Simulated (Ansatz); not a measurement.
A structure file:

```yaml
crystal:
  lattice:
    - [2.98700, 0.00000, 0.00000]
    - [0.00000, 2.98700, 0.00000]
    - [0.00000, 0.00000, 4.42485]
  atoms:
    - { symbol: Nb, position: [0.00000, 0.00000, 0.00000] }
    - { symbol: H, position: [0.50000, 0.50000, 0.00000] }
    - { symbol: Nb, position: [0.50000, 0.50000, 0.50000] }
    - { symbol: H, position: [0.00000, 0.00000, 0.50000] }
```

### Work out the structure from the coordinates.

Chemical formula NbH. It belongs to space group I4/mmm (No. 139) and has a body-centred tetragonal lattice. There are 4 atoms in the cell: 2 Nb, 2 H. Numbers of contacts at bonding distance: Nb 18 and H 6.

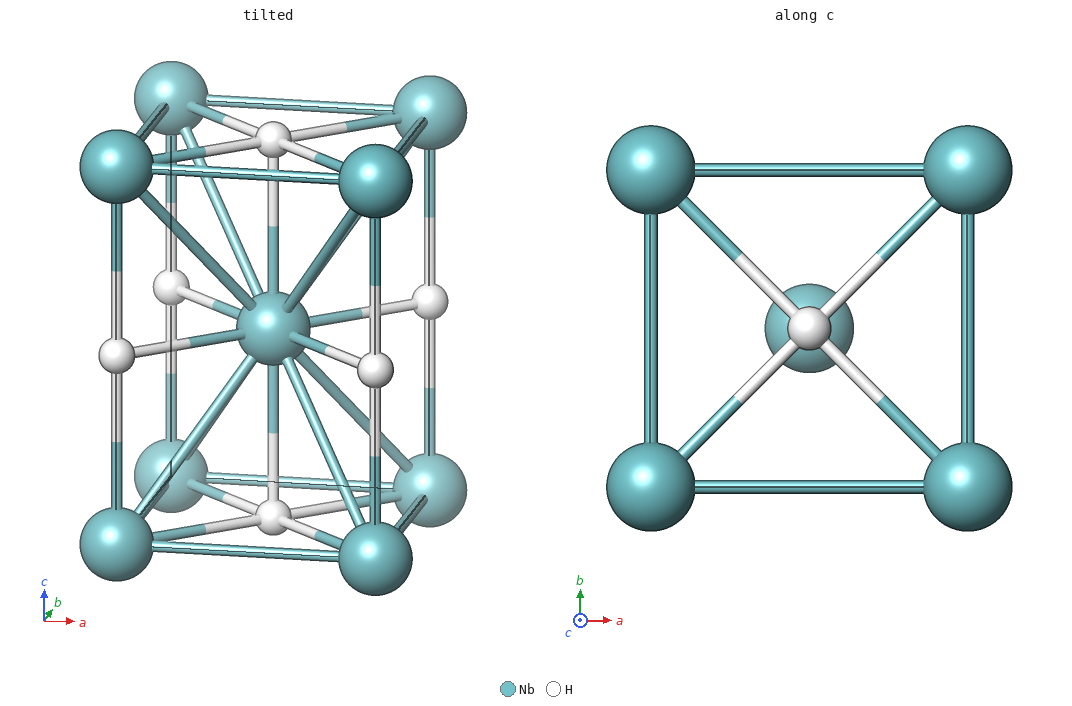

The figure gives a ball-and-stick picture of the atoms, viewed slightly off an axis and along the c axis. Thin lines show the conventional unit cell, with boundary atoms drawn in all their periodic places. Colours: niobium teal, hydrogen white.

The initial geometry was a structure listed in the Materials Project. It was relaxed with Ansatz 0.2.0, DFT PBEsol, scalar-relativistic, plane waves, PAW under a constraint or pressure on the cell, so some stress remains.
